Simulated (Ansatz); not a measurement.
# Calculations on Ti

Part 1: Relaxation

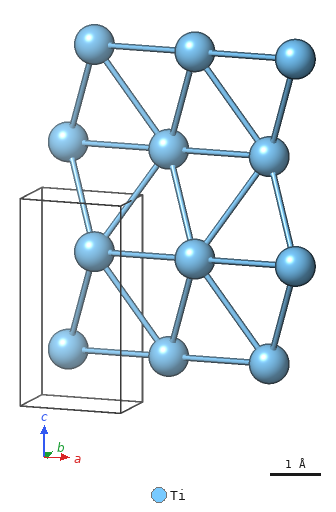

Starting structure of solid Ti (set up in P6_3/mmc). Style: ball-and-stick. Shown: the cell of the calculation, repeated 3 × 1 × 2 with one cell outlined, from a free direction.

Case: relaxed at 60 GPa.

These are results of DFT PBEsol, scalar-relativistic, plane waves, PAW (Ansatz), not measurements.

Input file:
```yaml
crystal:
  lattice:
    - [2.6497815857, 0.0, 0.0]
    - [-1.3248907928, 2.2947781677, 0.0]
    - [0.0, 0.0, 4.2251144578]
  atoms:
    - { symbol: Ti, position: [0.3333333333, 0.6666666667, 0.25] }
    - { symbol: Ti, position: [0.6666666667, 0.3333333333, 0.75] }
basis:
  ecutwfc: 420
kpoints:
  mp_grid: { grid: [18, 18, 10] }
hamiltonian:
  xc: pbesol
scf:
  occupations: { method: gaussian, width: 0.1 }
output:
  forces: true
  stress: true
  eigenvalues: true
relax:
  adjacent_minimum: "off"
  f_tol: 0.008
  max_steps: 50
  cell: { stress_tol: 0.08, p_target: 60.0 }
```

Launched with:
```bash
ansatz run input.yaml --threads 1 --pin off --max-ram 2560MiB --backend cpu --events-out ev --progress --plain --runs-dir out
```

Question: Where does the relaxation end?

Answer: No atom moves by more than 0.005 Å relative to the cell. The drawn cell changes as follows: a = b 2.650 → 2.593 Å (−2.2 %), c 4.225 → 4.228 Å (+0.1 %); the volume changes by −4.2 %. Some distances before and after: Ti1–Ti1 2.650 → 2.593 Å, Ti1–Ti2 2.608 → 2.590 Å. The space group stays P6_3/mmc (No. 194). Over 5 accepted moves (6 points after the start) the energy rises by 182 meV per atom. With the target pressure of 60 GPa, the enthalpy E + pV changes by −19.9 meV per atom. All forces vanish by symmetry, so only the cell relaxes. The pressure goes from 48.81 to 60.02 GPa. The SCF was repeated once at an unchanged geometry on a basis and grid sized afresh for the cell, which shifted the energy by 0.1 meV per atom at most. The run took 19 s on 1 thread of Intel(R) Xeon(R) 6975P-C (Granite Rapids), on a shared host, peak memory 0.44 GiB.

After the run, drawn alike:

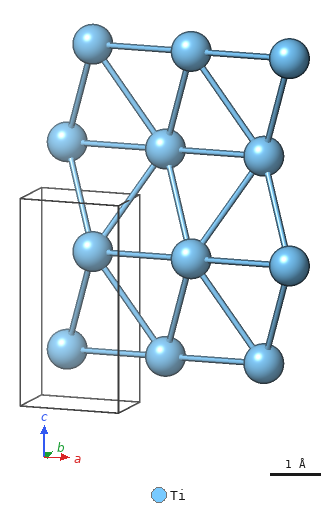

Part 2: Relaxation

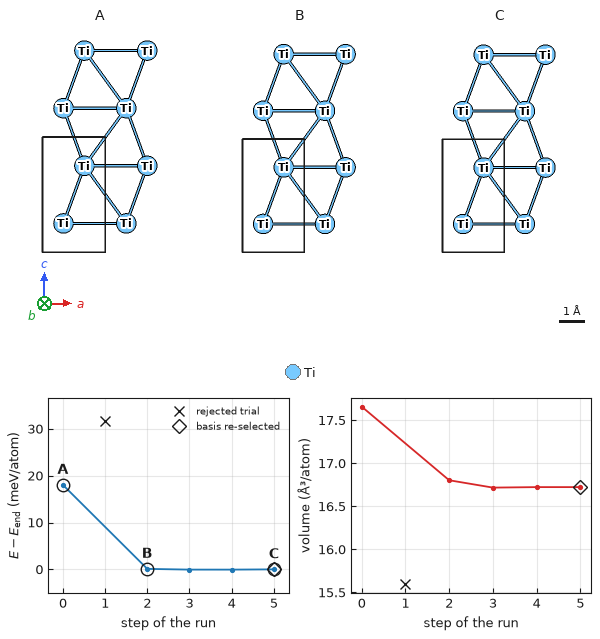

Frames of a relaxation of a crystal of Ti (set up in P6_3/mmc), marked on the history of the run. A ball-and-stick model of the cell of the calculation, repeated 2 × 1 × 2 with one cell outlined, seen along the b axis.

Computed with DFT PBEsol, scalar-relativistic, plane waves, PAW in Ansatz. (plane-wave cutoff 420 eV; k-point mesh 18 × 18 × 10; occupations gaussian; smearing width 0.1 eV; no spin polarisation; cell and atoms relaxed; force threshold 0.005 eV/Å; at most 80 steps)

> Describe the path.

The atoms keep their places relative to the cell (all moves are under 0.005 Å). The drawn cell changes as follows: a = b 2.950 → 2.900 Å (−1.7 %), c 4.686 → 4.591 Å (−2.0 %); the volume changes by −5.3 %. Near-neighbour distances that change, for instance: Ti–Ti 2.897 → 2.841 Å, Ti–Ti 2.950 → 2.900 Å. The space group stays P6_3/mmc (No. 194). The energy falls by 18.0 meV per atom in 3 accepted moves (5 points after the start). All forces vanish by symmetry, so only the cell relaxes. The pressure goes from −5.91 to 0.01 GPa. The line search rejected the trial step at point 1 of the run. The SCF was repeated once at an unchanged geometry on a basis and grid sized afresh for the cell, which shifted the energy by 0.1 meV per atom at most. The run took 21 s on 1 thread of Intel(R) Xeon(R) 6975P-C (Granite Rapids), with other jobs on the host, peak memory 0.47 GiB. From step 0 to 2: volume −4.8 %, energy −17.9 meV per atom. From step 2 to 5: volume −0.5 %, energy −0.1 meV per atom.

Part 3: Series

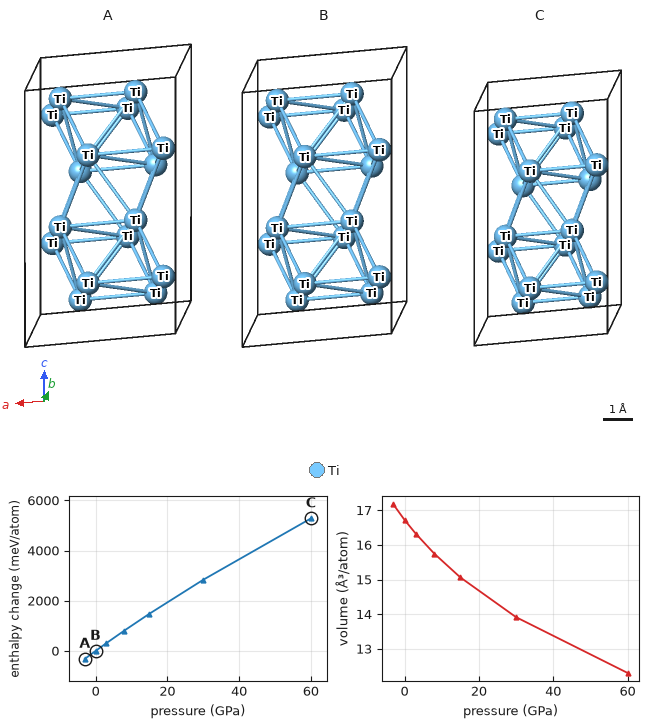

Members of a series of calculations on crystalline Ti (set up in P6_3/mmc), marked on the first curve. A ball-and-stick model of the cell of the calculation, repeated to show the pattern, seen from a free direction.

These are results of DFT PBEsol, scalar-relativistic, plane waves, PAW in Ansatz, not measurements. Settings: plane-wave cutoff 420 eV; k-point mesh 18 × 18 × 10; occupations gaussian; smearing width 0.1 eV; no spin polarisation.

How does the crystal respond to pressure?

The structure is relaxed at several pressures. A (pressure −3.0 GPa): enthalpy change −317 meV/atom, volume 17.17 Å³ per atom. B (pressure 0.0 GPa): enthalpy change 0.0 meV/atom, volume 16.72 Å³ per atom. C (pressure 60.0 GPa): enthalpy change 5281 meV/atom, volume 12.31 Å³ per atom. The rest compares A with C. Cell: a = b 5.854 → 5.185 Å (−11.4 %), c 9.257 → 8.456 Å (−8.7 %). Volume −28.3 %. Some distances before and after: Ti–Ti 2.927 → 2.593 Å, Ti–Ti 2.866 → 2.590 Å.
